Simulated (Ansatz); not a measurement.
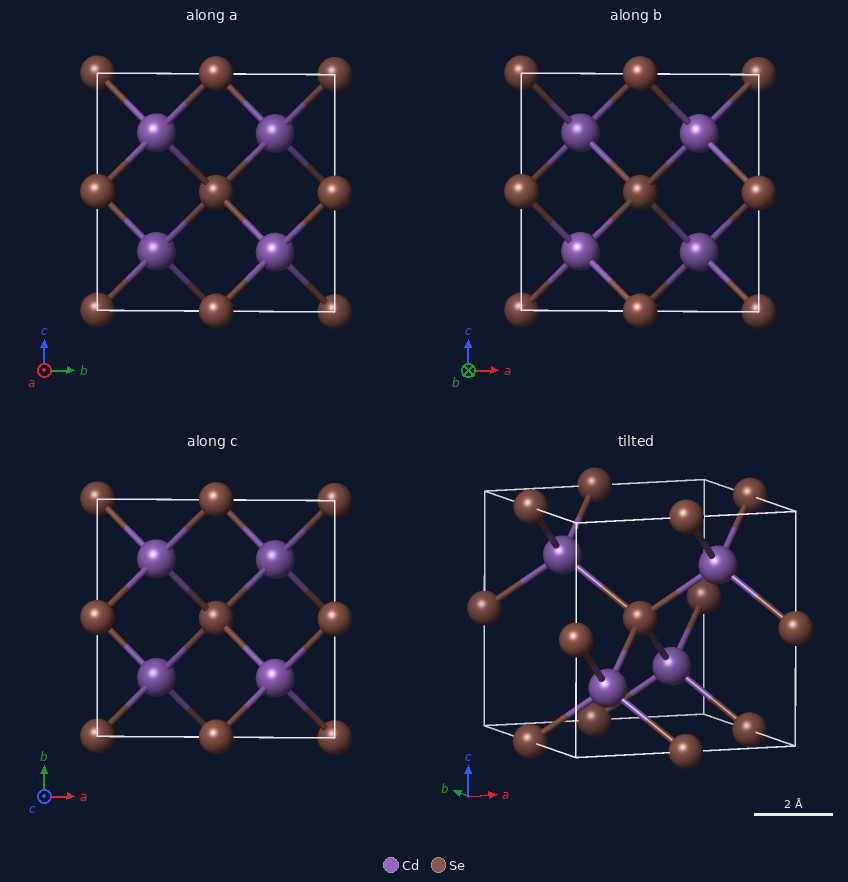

Structure drawing (ball-and-stick), viewed along the a axis, along the b axis, along the c axis and slightly off an axis. The drawn cell (a repeat of the simulation cell) is drawn as a box.

Lattice parameters: a = 6.1458 Å, b = 6.1458 Å, c = 6.1458 Å, α = 90.382°, β = 90.382°, γ = 90.382°.

From the views, write a CIF in P1 with every atom of the cell, with free fractional coordinates to two decimals.

```cif
data_structure
_symmetry_space_group_name_H-M 'P 1'
_symmetry_Int_Tables_number 1
_cell_length_a 6.1458
_cell_length_b 6.1458
_cell_length_c 6.1458
_cell_angle_alpha 90.382
_cell_angle_beta 90.382
_cell_angle_gamma 90.382
_cell_volume 232.12
loop_
_atom_site_label
_atom_site_type_symbol
_atom_site_fract_x
_atom_site_fract_y
_atom_site_fract_z
_atom_site_occupancy
Cd1 Cd 0.25 0.25 0.25 1
Cd2 Cd 0.75 0.75 0.25 1
Cd3 Cd 0.75 0.25 0.75 1
Se1 Se 0.50 0.00 0.00 1
Cd4 Cd 0.25 0.75 0.75 1
Se2 Se 0.00 0.50 0.00 1
Se3 Se 0.00 0.00 0.50 1
Se4 Se 0.50 0.50 0.50 1
```

The model was built from a structure type filled with these elements by a generator (whether the compound takes this form wasn't checked). Earlier steps of the study may have refined or changed the cell and positions. It went into a calculation with Ansatz.
